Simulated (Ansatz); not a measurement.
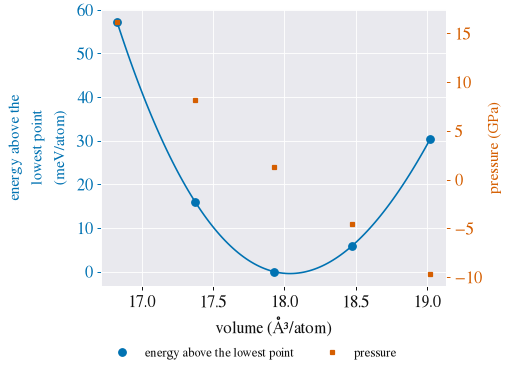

The figure shows the energy above the lowest point and pressure against volume for Ta, space group Im-3m (No. 229) (one of a set of cubic test structures, which need not be the stable phase).

Calculation (Ansatz 0.2.0 development build): equation of state of a cubic crystal from periodic Kohn-Sham density functional theory without spin, third-order Birch-Murnaghan fit to the free energies; pressure corrected for the finite basis. Level: r2SCAN.

structure type bcc; atoms in cell 1; space group number 229; lattice centring body-centred primitive; k mesh 14×14×14; occupation method Fermi–Dirac; occupation width 0.1 eV; wave cutoff 700 eV; datasets hard PAW; density tolerance 1e−09 eV; bands 18; density cutoff ratio 4; search for lower states default; xc grid level 2.

Question: How stiff is the solid, and where is its volume at rest?

Answer: A third-order Birch–Murnaghan fit gives V0 = 18.04 Å³/atom, B0 = 202 GPa and B′ = 4.1.

Question: What does the pressure do across the range?

Answer: It falls from 16.2 GPa at volume 16.83 Å³/atom to −9.6 GPa at 19.02 Å³/atom, and changes sign near 18.05 Å³/atom.

Limits of the calculation: modest k-mesh, values are not fully converged in k; pseudopotentials made with PBE, not this functional.
